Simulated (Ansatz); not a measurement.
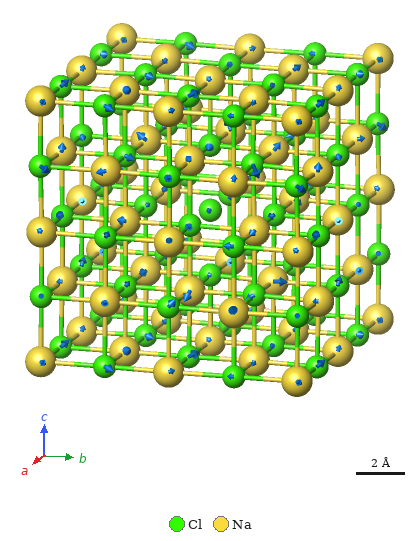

This is a relaxation of a defect cell of composition Cl₃₃Na₃₁ (cell charge +1). The starting structure is drawn; blue arrows show the displacements, magnified 10 times.

A ball-and-stick model of the cell of the calculation, seen slightly off an axis.

The atoms of the start lie slightly off their symmetric places, so part of the fall in energy undoes that.

All numbers below come from DFT, PBEsol, PAW, plane waves (Ansatz 0.2.0). (plane-wave cutoff 420 eV; k-point mesh 1 × 1 × 1; mesh shifted by (0.25, 0.25, 0.25); collinear spin; atoms relaxed in a fixed cell; force threshold 0.03 eV/Å; at most 80 steps)

**What did the optimiser do to the structure, and how much energy did it gain?**

The atom that moves furthest is a Cl atom (0.073 Å along [−1 1 −3]). Largest moves by element: Cl 0.073 Å, Na 0.069 Å. The cell stays as it was. Near-neighbour distances that change, for instance: Cl–Na 2.741 → 2.822 Å, Cl–Na 2.873 → 2.796 Å, Cl–Na 2.737 → 2.805 Å, Cl–Na 2.759 → 2.826 Å. Among the angles between lasting bonds that change: Cl–Na–Cl 88.9° → 92.6°, Cl–Na–Cl 92.4° → 89.2°, Cl–Na–Cl 89.6° → 92.6°. The energy falls by 0.160 eV per cell of the calculation in 2 geometry steps. Largest force component: 0.19 eV/Å at the start, 0.021 eV/Å at the end. The program noted that the starting moments weren't kept.

Limits of the set-up: the cell is charged, on a uniform background, and energies carry no finite-size correction.
